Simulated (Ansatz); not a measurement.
# One crystal, many levels of theory: P2Ir (P2_1/c), part 2 of 2

What gap does each level of theory give for P2Ir (P2_1/c), and in what time?

Ansatz 0.2.0; density functionals, hybrids and G0W0, plane waves, PAW. Known limits of the many-body steps: finite bands, screening cutoff and k mesh; no spin-orbit coupling in G0W0; no spin polarisation.

So far. Step 5 (HSE06 on the 4×4×4 mesh): Over mesh and listed points the gap is 1.134 eV, from k = (-0.500, 0.500, 0.500) to k = Γ. The least direct gap found is 2.174 eV, at k = (0.000, 0.500, 0.500). HSE06 against LDA: 1.134 − 0.616 = +0.518 eV, with the same mesh, files and cutoff, and both edges at the same k points. Step 6 (PBE0 on the 4×4×4 mesh): Over mesh and listed points the gap is 1.785 eV, from k = (-0.500, 0.500, 0.500) to k = Γ. The least direct gap found is 2.846 eV, at k = (0.000, 0.500, 0.500).

In doubt: masses and optical values from hybrid runs of this build are listed as unsure (step 8), which bears on the screening that GW takes from such a start.

## (7) G0W0@LDA, 4×2×4 mesh, 843 empty bands, screening to 160 eV

G0W0 replaces the xc potential by a self-energy built once from the orbitals of the start. Levels are corrected in the window of bands that the input names, at points of the mesh.

This step: G0W0 on LDA, plane waves, PAW.

Input file input.yaml:

```yaml
crystal:
  lattice:
    - [5.7723350975, 0.0, 0.0]
    - [0.0, 5.80673151, 0.0]
    - [-2.1284997265, 0.0, 5.4731408836]
  atoms:
    - { symbol: P, position: [0.1580067, 0.88188186, 0.87028772] }
    - { symbol: P, position: [0.8419933, 0.38188186, 0.62971228] }
    - { symbol: P, position: [0.8419933, 0.11811814, 0.12971228] }
    - { symbol: P, position: [0.1580067, 0.61811814, 0.37028772] }
    - { symbol: P, position: [0.33432299, 0.37720527, 0.18854639] }
    - { symbol: P, position: [0.66567701, 0.87720527, 0.31145361] }
    - { symbol: P, position: [0.66567701, 0.62279473, 0.81145361] }
    - { symbol: P, position: [0.33432299, 0.12279473, 0.68854639] }
    - { symbol: Ir, position: [0.27186641, 0.49883041, 0.79157869] }
    - { symbol: Ir, position: [0.72813359, 0.99883041, 0.70842131] }
    - { symbol: Ir, position: [0.72813359, 0.50116959, 0.20842131] }
    - { symbol: Ir, position: [0.27186641, 0.00116959, 0.29157869] }
kpoints:
  mp_grid: { grid: [4, 2, 4] }
hamiltonian:
  xc: lda
scf:
  occupations: { method: fixed }
gw:
  n_empty_bands: 843
  ecut_chi: 160.0
  qp_bands: [v4, c4]
  qp_kpoints: band_edges
  screening: { model: contour_deformation }
```

Run with:

```console
ansatz run input.yaml --threads 24 --pin off --max-ram 82944MiB --backend cuda --events-out ev --progress --plain --runs-dir out --devices 1 --max-vram 78GiB
```

Numbers of over 12 decimals in the logs are rounded to 6 here.

The program printed:

```text
GPUs: using 1 of 1 available (devices: 1).
[...]
Crystal: 12 atoms, lattice volume = 183.451 Å³
Basis set: ecut = 420 eV, 3599 PW (Γ)
Bands: 66, of which v1, the nominal top of the filled ones, is band 54 counted from 1 (53 counted from 0)
Symmetry: 4 space group operations
[...]
k-points: 20 of 32
[...]
12    57     15.6483   -17.3103    -3.7831   -21.5378  0.7665    16.0953    16.0927  root
[...]
19    55     15.3787   -18.4357    -3.6058   -22.5189  0.7710    15.8586    15.8562  root
    19    56     15.3787   -18.4357    -3.6058   -22.5189  0.7710    15.8586    15.8562  root
    19    57     16.1470   -14.1272    -4.0522   -18.4672  0.7551    16.4365    16.4348  root
    19    58     16.1470   -14.1272    -4.0522   -18.4672  0.7551    16.4365    16.4348  root
[key lines of the parts left out:]
SCF converged after 7 iterations
Free energy (F): -52470.924009 eV
Fermi energy:    13.767467 eV
```

Elapsed: 42 s, on 1 × NVIDIA GB200 (shared by 2 runs) with 24 threads of Arm Neoverse V2, shared host; peak memory 4.7 GiB; 2.4 min of CPU time.

This step gave:

```
bands summed                                    : 897
RPA ε∞ on this mesh (eigenvalues)               : 15.78, 17.46, 18.80
plane waves in the screening matrix             : 843
G0W0 gap over the corrected points              : 1.152 eV
k of the valence top                            : -0.5, -0.5, -0.5
k of the conduction bottom                      : 0, 0, 0
starting gap on the mesh                        : 0.6132 eV
Z at the valence top                            : 0.7823
Z at the conduction bottom                      : 0.7651
least direct G0W0 gap over the corrected points : 2.017 eV
```

Over 16 of 20 irreducible mesh points the G0W0 gap is 1.152 eV, from k = (-0.500, -0.500, -0.500) to k = Γ. The LDA gap of this run on the mesh is 0.613 eV. The two states that bound the G0W0 gap lie that far apart at the start, so the correction of the gap is 1.152 − 0.613 = +0.539 eV.

## (8) G0W0@HSE06, 4×2×4 mesh, 391 empty bands, screening to 96 eV

This step: G0W0 on HSE06, plane waves, PAW.

Changes to input.yaml since step 7:

```diff
@@ -21,3 +21,3 @@
 hamiltonian:
-  xc: lda
+  xc: hse06
 scf:
@@ -25,4 +25,4 @@
 gw:
-  n_empty_bands: 843
-  ecut_chi: 160.0
+  n_empty_bands: 391
+  ecut_chi: 96
   qp_bands: [v4, c4]
```

The program printed:

```text
GPUs: using 1 of 1 available (devices: 1).
[...]
Crystal: 12 atoms, lattice volume = 183.451 Å³
Basis set: ecut = 420 eV, 3599 PW (Γ)
Bands: 66, of which v1, the nominal top of the filled ones, is band 54 counted from 1 (53 counted from 0)
Symmetry: 4 space group operations
[...]
k-points: 20 of 32
[...]
12    55     15.7456   -15.7055    -3.2323   -19.2222  0.7943    16.0307    16.0300  root
    12    56     15.7456   -15.7055    -3.2323   -19.2222  0.7943    16.0307    16.0300  root
    12    57     16.2504   -16.8431    -3.5412   -20.7184  0.7949    16.5855    16.5845  root
[...]
19    55     15.9848   -17.9947    -3.4254   -21.8103  0.7969    16.3763    16.3751  root
    19    56     15.9848   -17.9947    -3.4254   -21.8103  0.7969    16.3763    16.3751  root
    19    57     16.6966   -13.9641    -3.6797   -17.8260  0.7856    16.8791    16.8787  root
    19    58     16.6966   -13.9641    -3.6797   -17.8260  0.7856    16.8791    16.8787  root
```

Elapsed: 46 s, on 1 × NVIDIA GB200 (shared by 2 runs) with 24 threads; peak memory 3 GiB.

This step gave:

```
bands summed                                    : 445
RPA ε∞ on this mesh (eigenvalues)               : 11.73, 12.78, 13.12
plane waves in the screening matrix             : 399
G0W0 gap over the corrected points              : 1.362 eV
k of the valence top                            : -0.5, -0.5, -0.5
k of the conduction bottom                      : 0, 0, 0
starting gap on the mesh                        : 1.130 eV
Z at the valence top                            : 0.8073
Z at the conduction bottom                      : 0.7940
least direct G0W0 gap over the corrected points : 2.292 eV
```

Over 18 of 20 irreducible mesh points the G0W0 gap is 1.362 eV, from k = (-0.500, -0.500, -0.500) to k = Γ. The HSE06 gap of this run on the mesh is 1.130 eV. The two states that bound the G0W0 gap lie that far apart at the start, so the correction of the gap is 1.362 − 1.130 = +0.232 eV. G0W0@HSE06 against G0W0@LDA with 445 bands (a further run, in the table below): 1.362 − 1.139 = +0.223 eV, with the same mesh, files and cutoffs, and both edges at the same k points.

## (9) G0W0@r2SCAN, 4×2×4 mesh, 391 empty bands, screening to 96 eV

This step: G0W0 on r2SCAN, plane waves, PAW.

Changes to input.yaml since step 8:

```diff
@@ -21,3 +21,3 @@
 hamiltonian:
-  xc: hse06
+  xc: r2scan
 scf:
```

The program printed:

```text
GPUs: using 1 of 1 available (devices: 1).
[...]
Crystal: 12 atoms, lattice volume = 183.451 Å³
Basis set: ecut = 500 eV, 4651 PW (Γ), exchange–correlation on 180×180×180 points (64 copies of the dense FFT grid, shifted against one another)
Bands: 66, of which v1, the nominal top of the filled ones, is band 54 counted from 1 (53 counted from 0)
Symmetry: 4 space group operations
[...]
k-points: 20 of 32
[...]
12    56     15.5651   -16.0407    -3.1850   -19.6630  0.7786    16.0046    16.0023  root
    12    57     16.0409   -17.2339    -3.5343   -21.2746  0.7790    16.5504    16.5473  root
[...]
19    55     15.7798   -18.3751    -3.3904   -22.3230  0.7825    16.3408    16.3373  root
    19    56     15.7798   -18.3751    -3.3904   -22.3230  0.7825    16.3408    16.3373  root
    19    57     16.4458   -14.1822    -3.6977   -18.2561  0.7682    16.8244    16.8220  root
    19    58     16.4458   -14.1822    -3.6977   -18.2561  0.7682    16.8244    16.8220  root
[key lines of the parts left out:]
SCF converged after 7 iterations
Free energy (F): -53878.069810 eV
```

Elapsed: 12 s, on 1 × NVIDIA GB200 (shared by 2 runs) with 24 threads; peak memory 3.5 GiB.

Numbers from this step:

```
bands summed                                    : 445
RPA ε∞ on this mesh (eigenvalues)               : 13.93, 15.44, 16.19
plane waves in the screening matrix             : 399
G0W0 gap over the corrected points              : 1.246 eV
k of the valence top                            : -0.5, 0, 0
k of the conduction bottom                      : 0, 0, 0
starting gap on the mesh                        : 0.7131 eV
Z at the valence top                            : 0.7871
Z at the conduction bottom                      : 0.7776
least direct G0W0 gap over the corrected points : 2.141 eV
```

Over 16 of 20 irreducible mesh points the G0W0 gap is 1.246 eV, from k = (-0.500, 0.000, 0.000) to k = Γ. The r2SCAN gap of this run on the mesh is 0.713 eV. Other states bound it: the two that bound the G0W0 gap lie 0.809 eV apart in r2SCAN, so state for state the correction is 1.246 − 0.809 = +0.437 eV, while gap against gap it is 1.246 − 0.713 = +0.533 eV. G0W0@r2SCAN against G0W0@HSE06 with 445 bands: 1.246 − 1.362 = −0.116 eV. The runs also differ in plane-wave cutoff (420 eV and 500 eV), and the valence top lies at another k point, so how much of this comes from the start alone is not known.

## (10) All levels together

Each gap is the least one over the points named; times are wall times on shared hosts, not benchmarks. A G0W0 time includes the run's own self-consistent start. Runs with listed points see these and the mesh alone, so an edge that moves elsewhere is missed. Rows marked * are further runs, not shown as steps, whose inputs differ from the G0W0 step on the same start in the columns given; solver thresholds can differ too. Symmetry makes (-0.500, 0.500, 0.500) and (-0.500, -0.500, -0.500) one point.

| level | mesh | files, cutoff | bands summed, screening | points | gap (eV) | valence top | conduction bottom | least direct gap (eV) | time |
| --- | --- | --- | --- | --- | --- | --- | --- | --- | --- |
| LDA | 4×4×4 | soft_2 PAW, 420 eV | - | mesh and path | 0.616 | (-0.500, 0.500, 0.500) | Γ | 1.526 | 1.9 s |
| LDA+SOC | 4×4×4 | soft_2 PAW, 420 eV | - | mesh and listed points | 0.615 | (-0.500, 0.500, 0.500) | Γ | 1.421 | 1.8 s |
| r2SCAN | 4×4×4 | soft_2 PAW, 500 eV | - | mesh and listed points | 0.717 | (-0.500, 0.500, 0.500) | Γ | 1.709 | 1.6 s |
| HSE06 | 4×4×4 | soft_2 PAW, 420 eV | - | mesh and listed points | 1.134 | (-0.500, 0.500, 0.500) | Γ | 2.174 | 12 s |
| PBE0 | 4×4×4 | soft_2 PAW, 420 eV | - | mesh and listed points | 1.785 | (-0.500, 0.500, 0.500) | Γ | 2.846 | 13 s |
| G0W0@LDA* | 4×2×4 | soft_2 PAW, 420 eV | 192, 48 eV | 16 of 20 irreducible mesh points | 1.100 | (-0.500, -0.500, -0.500) | Γ | 1.996 | 5.6 s |
| G0W0@LDA* | 4×2×4 | soft_2 PAW, 420 eV | 445, 96 eV | 16 of 20 irreducible mesh points | 1.139 | (-0.500, -0.500, -0.500) | Γ | 2.016 | 11 s |
| G0W0@LDA | 4×2×4 | soft_2 PAW, 420 eV | 897, 160 eV | 16 of 20 irreducible mesh points | 1.152 | (-0.500, -0.500, -0.500) | Γ | 2.017 | 42 s |
| G0W0@LDA* | 2×2×2 | soft_2 PAW, 420 eV | 445, 96 eV | all 8 irreducible mesh points | 1.130 | (-0.500, -0.500, -0.500) | Γ | 1.999 | 2.8 s |
| G0W0@HSE06 | 4×2×4 | soft_2 PAW, 420 eV | 445, 96 eV | 18 of 20 irreducible mesh points | 1.362 | (-0.500, -0.500, -0.500) | Γ | 2.292 | 46 s |
| G0W0@r2SCAN | 4×2×4 | soft_2 PAW, 500 eV | 445, 96 eV | 16 of 20 irreducible mesh points | 1.246 | (-0.500, 0.000, 0.000) | Γ | 2.141 | 12 s |

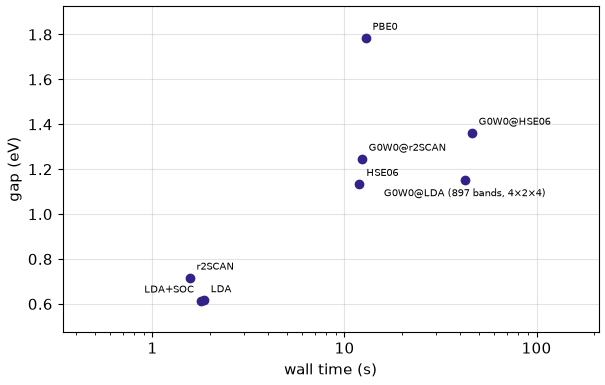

Gap against wall time for the runs shown as steps.

## (11) Results

| Item | Value |
| --- | --- |
| LDA, over mesh and path | 0.616 eV |
| LDA+SOC, over mesh and listed points | 0.615 eV |
| r2SCAN, over mesh and listed points | 0.717 eV |
| HSE06, over mesh and listed points | 1.134 eV |
| PBE0, over mesh and listed points | 1.785 eV |
| G0W0@LDA (897 bands, 4×2×4), over 16 of 20 irreducible mesh points | 1.152 eV |
| G0W0@HSE06, over 18 of 20 irreducible mesh points | 1.362 eV |
| G0W0@r2SCAN, over 16 of 20 irreducible mesh points | 1.246 eV |
| known limits | finite bands, screening cutoff and k mesh; no spin-orbit coupling in G0W0; no spin polarisation |

The rows run from 0.615 eV (LDA+SOC) to 1.785 eV (PBE0). They differ in mesh, plane-wave cutoff, bands and screening cutoff of G0W0 and the points over which the gap was sought as well as in level, so only pairs that share these are like for like. LDA+SOC against LDA: 0.615 − 0.616 = −0.001 eV, with the same mesh, set of files (read in its fully relativistic form for the spin-orbit run) and cutoff, and both edges at the same k points. The spin-orbit run sees mesh and listed points alone, so its gap is an upper bound: the coupling can move an edge off these points, and the change over the zone, its sign included where it is small, is not known. HSE06 against LDA: 1.134 − 0.616 = +0.518 eV, with the same mesh, files and cutoff, and both edges at the same k points. PBE0 against HSE06: 1.785 − 1.134 = +0.651 eV, with the same mesh, files and cutoff, and both edges at the same k points. G0W0@HSE06 against G0W0@LDA with 445 bands: 1.362 − 1.139 = +0.223 eV, with the same mesh, files and cutoffs, and both edges at the same k points. G0W0@LDA (897 bands, 4×2×4) moves the gap of its own start on the mesh by 1.152 − 0.613 = +0.539 eV, between the same two levels. Both edges that LDA shows over mesh and path lie at k points where levels were corrected. Levels at other points were not corrected, so a lower G0W0 gap elsewhere in the zone is not ruled out. G0W0@HSE06 moves the gap of its own start on the mesh by 1.362 − 1.130 = +0.232 eV, between the same two levels. Both edges that HSE06 shows over mesh and listed points lie at k points where levels were corrected. Levels at other points were not corrected, so a lower G0W0 gap elsewhere in the zone is not ruled out. G0W0@r2SCAN moves the gap of its own start on the mesh by 1.246 − 0.713 = +0.533 eV, with other states at the edges (they lie 0.809 eV apart at the start). Both edges that r2SCAN shows over mesh and listed points lie at k points where levels were corrected. G0W0 has the valence top at another k point than that. Levels at other points were not corrected, so a lower G0W0 gap elsewhere in the zone is not ruled out. What spin-orbit coupling does to the G0W0 levels was not computed, so no sum with the G0W0 gap is formed. For G0W0@LDA: from 192 bands and 48 eV to 897 bands and 160 eV the gap moves by 1.152 − 1.100 = +0.052 eV (rung by rung 1.100, 1.139, 1.152 eV); bands and screening cutoff rise together, so their parts are not told apart. A line in one over the bands through the two highest rungs gives 1.152 + (1.152 − 1.139) × 445 / (897 − 445) = 1.165 eV, and through the pair below 1.139 + (1.139 − 1.100) × 192 / (445 − 192) = 1.169 eV. The two agree within 0.03 eV and the same two states bound the gap in each rung, so 1.165 eV is taken as an estimate of the limit on this mesh. The other G0W0 rows are shown at one basis each (445 bands), so their distance from the limit is not known here. With the 2×2×2 mesh in place of the 4×2×4 mesh and all else as in the G0W0@LDA row with 445 bands, the gap differs by 1.130 − 1.139 = −0.009 eV, and that of the start by 0.604 − 0.613 = −0.009 eV. The G0W0 runs are scalar-relativistic. The runs have no spin polarisation, and the cell holds Ir; whether a magnetic state lies lower is not shown here. Where d states form a band edge, one-shot GW is known to depend on its start; the orbital character of the edges was not analysed here. G0W0@LDA runs of this series with other atomic data on the same mesh, not shown as steps, give 1.141 eV (hard PAW, 620 eV, 473 bands, screening to 96 eV; the table's row with the same empty bands and screening cutoff has 1.139 eV); where bands and cutoffs differ too, the part of the files is not isolated.

[Paths, hosts, dates, memory and timing lines, banners, echoed tables and standing remarks are left out of the program output.]

[Logs are printed without paths, hosts, clocks, repeated set-up lines and the standing remarks that a program may print on its own settings, such as how far it seeks lower states.]

[Runs of the session that timed out or met a known fault of the program may be left out.]

[Cells called generated may have been cut or substituted from an entry of the Crystallography Open Database or the Materials Project.]

[Hosts, paths, dates, database ids (printed as entryN), source tags and the programs' standing remarks are cut or masked in the printed files.]

[Where an RPA ε∞ is given, it is that of the G0W0 mesh and is not shown converged in it. Names of k-points follow the symmetry that the program found, which can be lower than the space group named. Band edges on a path are those of the sampled points; other points can move an edge, and change direct to indirect where valleys lie close.]

[Hybrid gaps are those of their k-mesh and are not shown converged in it.]
